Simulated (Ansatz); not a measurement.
Geometry relaxation of Ru (part 1 of 2)

System: Ru (Cmcm, 4 atoms in the cell).
Method: DFT LDA, scalar-relativistic, plane waves, PAW, no spin polarisation (Ansatz 0.2.0).

The structure derives from a Materials Project entry. It belongs to a series of runs on one base structure; here: film's bulk on the substrate's plane, third vector and atoms relaxed. Figures and captions count atoms from 1; the log counts them from 0 in places.

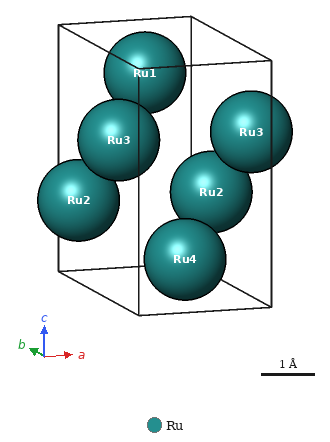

*The starting structure (spheres-only view of the reduced cell, seen slightly off an axis; atoms are numbered from 1 in the order of the input).*

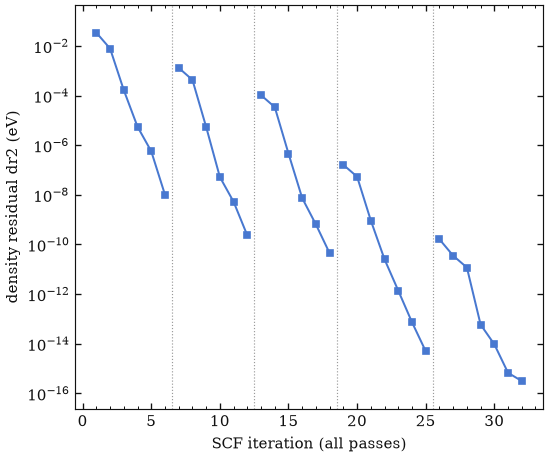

*Convergence of the self-consistent field: density residual dr2 against the SCF iteration. The dotted lines part the SCF passes of the relaxation: geometry steps, rejected trials and re-solves on a re-selected basis.*

The 5 passes take 6 to 7 iterations each, 32 in all.

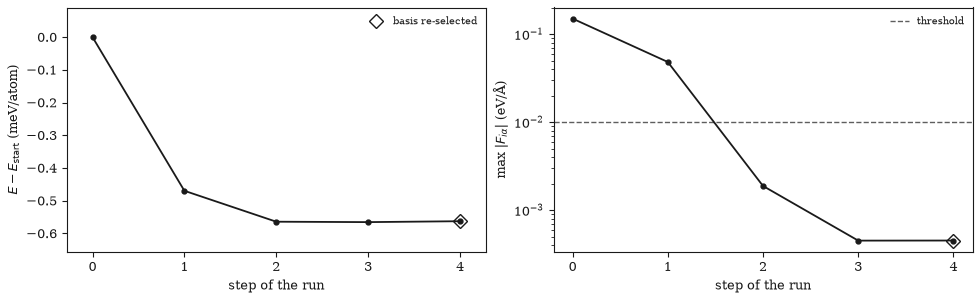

*Progress of the relaxation, step by step (the first geometry is step 0 here and step 1 in the log).*

The largest moves relative to the cell, 0.007 Å, are those of Ru1, Ru2, Ru3 and Ru4. Cell: a 2.728 → 2.726 Å (−0.1 %), b stays at 3.962 Å, c 4.810 → 4.808 Å (0.0 %). Volume −0.1 %. Among the contacts that change: Ru1–Ru3 2.522 → 2.530 Å, Ru1–Ru4 2.549 → 2.543 Å. The space group stays Cmcm (No. 63). Over 3 geometry steps the energy falls by 0.6 meV per atom. The largest force component goes from 0.15 to 0.00045 eV/Å. The pressure goes from 7.71 to 8.01 GPa. A last SCF at the same geometry on a re-selected plane-wave basis shifts the energy by +0.0 meV per atom. (Atoms are counted from 1 in the order of the input.)

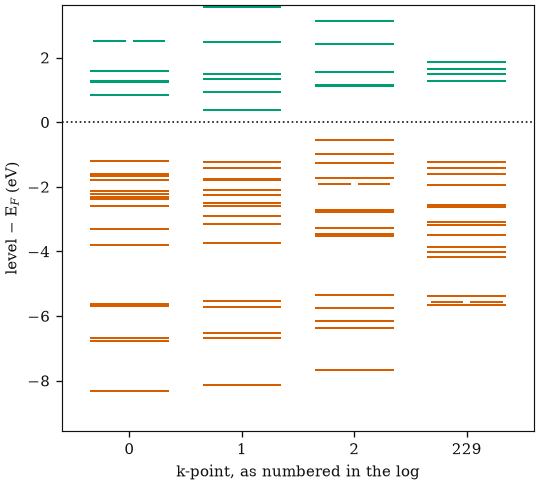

*Kohn–Sham levels near the Fermi level (dotted) at the few k-points that the log prints; levels within 0.02 eV of each other stand side by side.*

The system is metallic on the full mesh.

The input that produced these results follows, with the program's output.

**Input**
```yaml
crystal:
  lattice:
    - [3.9621891213, 0.0, 0.0]
    - [0.0, 5.603381592, 0.0]
    - [0.0, 1.400845398, 2.3406084134]
  atoms:
    - { symbol: Ru, position: [0.25, 0.1666666667, 0.3333333333] }
    - { symbol: Ru, position: [0.25, 0.6666666667, 0.3333333333] }
    - { symbol: Ru, position: [0.75, 0.3333333333, 0.6666666667] }
    - { symbol: Ru, position: [0.75, 0.8333333333, 0.6666666667] }
basis:
  ecutwfc: 420
kpoints:
  mp_grid: { grid: [9, 6, 15] }
hamiltonian:
  xc: lda
scf:
  occupations: { method: gaussian, width: 0.1 }
output:
  forces: true
  stress: true
  eigenvalues: true
relax:
  adjacent_minimum: "off"
  f_tol: 0.01
  max_steps: 50
  cell: { fix: [a, b, gamma], stress_tol: 0.1 }
```

Run as:
```bash
ansatz run input.yaml --threads 4 --pin off --max-ram 8192MiB --backend cpu --events-out ev --progress --plain --runs-dir out
```

**Output**
```
Engine: ansatz 0.2.0, x86_64-unknown-linux-gnu
Pseudopotentials: kind: paw
Pseudopotential: Ru, paw, valence charge 16, recommended cutoff 420 eV (normal), Ru.paw.azcp
Functional definition: SPW92
  exchange = slater_x
  correlation = pw_c
Crystal: 4 atoms, lattice volume = 51.965 Å³
Basis set: ecut = 420 eV, 1013 PW (Γ)
Bands: 39, of which v1, the nominal top of the filled ones, is band 32 counted from 1 (31 counted from 0)
Symmetry: 8 space group operations
Space group: Cmcm (ITA 63), of the structure as read, at distance tolerance 3.7e-5 Å
k-points: 230 of 810
Non-local potential: Ru, projectors of the file, l = 0: 3, l = 1: 2, l = 2: 2, l = 3: 1
PAW form: soft (Blöchl's): semilocal exchange-correlation on the pseudo side does not see the compensation charge
PAW frozen core: Ru, regenerated for the run's functional, and the local potential with it (the file was generated under x = pbe(κ = 0.804, μ = 0.2195149727645171), c = pbe(β = 0.06672455060314922))
PAW one-centre angular grid: Ru, 590 points (default); XC on 64 Gauss nodes
Initial density: superposition of atomic densities (neutral atoms: chi_scale 0, normalization atom), corrected by the library's trained network
Initial wavefunctions: pseudopotential atomic-orbital guess
Functional: x = slater, c = lda
SCF iter   1: F=—  HF=-23032.707369 eV  |F-HF|=—  |Δ(HF+E_count)|=         —  Δρ=1.21e-2  dr2=3.42e-2  ethr=1.77e-3  ⟨swp⟩=5.4  Hψ=32462  notcnv=0
preconditioner: auto → Kerker (q_TF=auto, 2.825 Å⁻¹)  [metal: Δε(μ)=0.006 eV  Ē_g=5.656 eV  σ=0.100 eV  W_gap=0.03  n_scr=20 (ndim 8)  ℏωp=29.1 eV  f_vac=0.000  D(μ)=2.65/eV (n_scr^D=20)]
SCF iter   2: F=—  HF=-23032.702273 eV  |F-HF|=—  |Δ(HF+E_count)|=   5.10e-3  Δρ=6.26e-3  dr2=7.85e-3  ethr=5.34e-5  ⟨swp⟩=2.4  Hψ=15916  notcnv=0
SCF iter   3: F=—  HF=-23032.701169 eV  |F-HF|=—  |Δ(HF+E_count)|=   1.10e-3  Δρ=8.36e-4  dr2=1.65e-4  ethr=1.23e-5  ⟨swp⟩=2.0  Hψ=12431  notcnv=0
SCF iter   4: F=—  HF=-23032.701163 eV  |F-HF|=—  |Δ(HF+E_count)|=   5.48e-6  Δρ=1.14e-4  dr2=5.54e-6  ethr=2.58e-7  ⟨swp⟩=2.0  Hψ=12629  notcnv=0
SCF iter   5: F=—  HF=-23032.701158 eV  |F-HF|=—  |Δ(HF+E_count)|=   4.91e-6  Δρ=3.49e-5  dr2=5.68e-7  ethr=8.65e-9  ⟨swp⟩=2.0  Hψ=15459  notcnv=0
SCF iter   6: F=-23032.701158 eV  HF=-23032.701158 eV  |F-HF|=6.84e-10  |Δ(HF+E_count)|=   1.89e-7  Δρ=5.57e-6  dr2=1.01e-8  ethr=1.56e-10  ⟨swp⟩=7.4  Hψ=35718  notcnv=0
SCF 1 converged in 6 iterations: F = -23032.701158 eV  dr2 = 1.01e-8
  greatest PAW one-centre occupation: 0.999 electrons in one spin orbital (limit 2), on the Ru atom at site 3 (counted from 0), in its partial waves of l = 0
relax step   1: F+E_penalty+E_count = -23032.70115822 eV  Δ(F+E_penalty+E_count) = +0.000e0 eV  max|allowed force component| = 1.501e-1 eV/Å  Δτ_max = 0.0000 Å  P = +7.710 GPa  Ω = 51.965 Å³  fix = [a, b, gamma]  reactions: a +36.108, b -12.806 GPa  (6 SCF iters, dr2 threshold 1.00e-7 eV, accepted)
Crystal: 4 atoms, lattice volume = 51.845 Å³
Basis set: ecut = 420 eV, 1005 PW (Γ)
Initial density: handed on by an earlier stage of this run
Initial wavefunctions: those handed on with the density
iter 1 solved again at ethr=1.80e-6 eV; its pass at ethr=3.10e-3 eV (dr2=1.15e-3 eV) is discarded
SCF iter   1: F=—  HF=-23032.703540 eV  |F-HF|=—  |Δ(HF+E_count)|=         —  Δρ=2.00e-3  dr2=1.31e-3  ethr=1.80e-6  ⟨swp⟩=2.0  Hψ=37386  notcnv=0
preconditioner: auto → Kerker (q_TF=auto, 2.826 Å⁻¹)  [metal: Δε(μ)=0.003 eV  Ē_g=5.651 eV  σ=0.100 eV  W_gap=0.02  n_scr=20 (ndim 8)  ℏωp=29.2 eV  f_vac=0.000  D(μ)=2.60/eV (n_scr^D=20)]
SCF iter   2: F=—  HF=-23032.703209 eV  |F-HF|=—  |Δ(HF+E_count)|=   3.31e-4  Δρ=1.14e-3  dr2=4.30e-4  ethr=1.80e-6  ⟨swp⟩=1.0  Hψ=8970  notcnv=0
SCF iter   3: F=—  HF=-23032.703039 eV  |F-HF|=—  |Δ(HF+E_count)|=   1.69e-4  Δρ=1.62e-4  dr2=5.45e-6  ethr=6.71e-7  ⟨swp⟩=2.0  Hψ=12676  notcnv=0
SCF iter   4: F=—  HF=-23032.703037 eV  |F-HF|=—  |Δ(HF+E_count)|=   2.12e-6  Δρ=1.76e-5  dr2=5.21e-8  ethr=8.52e-9  ⟨swp⟩=2.0  Hψ=13301  notcnv=0
iter 5 did not close the SCF: its close was put off for the readings that it lacked (scf_convergence_deferred on its scf_iter line)
SCF iter   5: F=-23032.703037 eV  HF=-23032.703037 eV  |F-HF|=3.64e-11  |Δ(HF+E_count)|=   2.11e-8  Δρ=5.31e-6  dr2=5.26e-9  ethr=8.14e-11  ⟨swp⟩=2.0  Hψ=16363  notcnv=0
SCF iter   6: F=-23032.703037 eV  HF=-23032.703037 eV  |F-HF|=2.91e-11  |Δ(HF+E_count)|=  4.51e-10  Δρ=9.41e-7  dr2=2.31e-10  ethr=8.22e-12  ⟨swp⟩=1.0  Hψ=24256  notcnv=0
SCF 2 converged in 6 iterations: F = -23032.703037 eV  dr2 = 2.31e-10
relax step   2: F+E_penalty+E_count = -23032.70303727 eV  Δ(F+E_penalty+E_count) = -1.879e-3 eV  max|allowed force component| = 4.820e-2 eV/Å  Δτ_max = 0.0099 Å  P = +8.490 GPa  Ω = 51.845 Å³  energy of the carried Pulay correction = +2.196e-5 eV  fix = [a, b, gamma]  reactions: a +36.717, b -11.911 GPa  (6 SCF iters, dr2 threshold 4.00e-7 eV, accepted)
Crystal: 4 atoms, lattice volume = 51.924 Å³
iter 1 solved again at ethr=1.49e-7 eV; its pass at ethr=3.10e-3 eV (dr2=9.56e-5 eV) is discarded
SCF iter   1: F=—  HF=-23032.703455 eV  |F-HF|=—  |Δ(HF+E_count)|=         —  Δρ=5.35e-4  dr2=1.04e-4  ethr=1.49e-7  ⟨swp⟩=2.7  Hψ=37111  notcnv=0
preconditioner: auto → Kerker (q_TF=auto, 2.825 Å⁻¹)  [metal: Δε(μ)=0.003 eV  Ē_g=5.639 eV  σ=0.100 eV  W_gap=0.02  n_scr=20 (ndim 8)  ℏωp=29.2 eV  f_vac=0.000  D(μ)=2.59/eV (n_scr^D=20)]
SCF iter   2: F=—  HF=-23032.703429 eV  |F-HF|=—  |Δ(HF+E_count)|=   2.66e-5  Δρ=3.08e-4  dr2=3.43e-5  ethr=1.49e-7  ⟨swp⟩=1.0  Hψ=8970  notcnv=0
SCF iter   3: F=—  HF=-23032.703415 eV  |F-HF|=—  |Δ(HF+E_count)|=   1.37e-5  Δρ=4.46e-5  dr2=4.61e-7  ethr=5.37e-8  ⟨swp⟩=2.0  Hψ=12678  notcnv=0
iter 4 did not close the SCF: its close was put off for the readings that it lacked (scf_convergence_deferred on its scf_iter line)
SCF iter   4: F=-23032.703415 eV  HF=-23032.703415 eV  |F-HF|=1.39e-9  |Δ(HF+E_count)|=   1.21e-7  Δρ=5.69e-6  dr2=7.38e-9  ethr=7.20e-10  ⟨swp⟩=2.0  Hψ=13117  notcnv=0
iter 5 did not close the SCF: its close was put off for the readings that it lacked (scf_convergence_deferred on its scf_iter line)
SCF iter   5: F=-23032.703415 eV  HF=-23032.703415 eV  |F-HF|=2.18e-11  |Δ(HF+E_count)|=  7.13e-10  Δρ=1.84e-6  dr2=6.39e-10  ethr=1.15e-11  ⟨swp⟩=2.0  Hψ=16372  notcnv=0
SCF iter   6: F=-23032.703415 eV  HF=-23032.703415 eV  |F-HF|=1.46e-11  |Δ(HF+E_count)|=  7.28e-11  Δρ=3.54e-7  dr2=4.43e-11  ethr=1.00e-12  ⟨swp⟩=1.0  Hψ=23806  notcnv=0
SCF 3 converged in 6 iterations: F = -23032.703415 eV  dr2 = 4.43e-11
relax step   3: F+E_penalty+E_count = -23032.70341490 eV  Δ(F+E_penalty+E_count) = -3.776e-4 eV  max|allowed force component| = 1.878e-3 eV/Å  Δτ_max = 0.0025 Å  P = +7.942 GPa  Ω = 51.924 Å³  energy of the carried Pulay correction = +7.527e-6 eV  fix = [a, b, gamma]  reactions: a +36.255, b -12.328 GPa  (6 SCF iters, dr2 threshold 4.00e-7 eV, accepted)
Crystal: 4 atoms, lattice volume = 51.914 Å³
Basis set: ecut = 420 eV, 1009 PW (Γ)
iter 1 solved again at ethr=6.35e-10 eV; its pass at ethr=3.10e-3 eV (dr2=4.07e-7 eV) is discarded
```
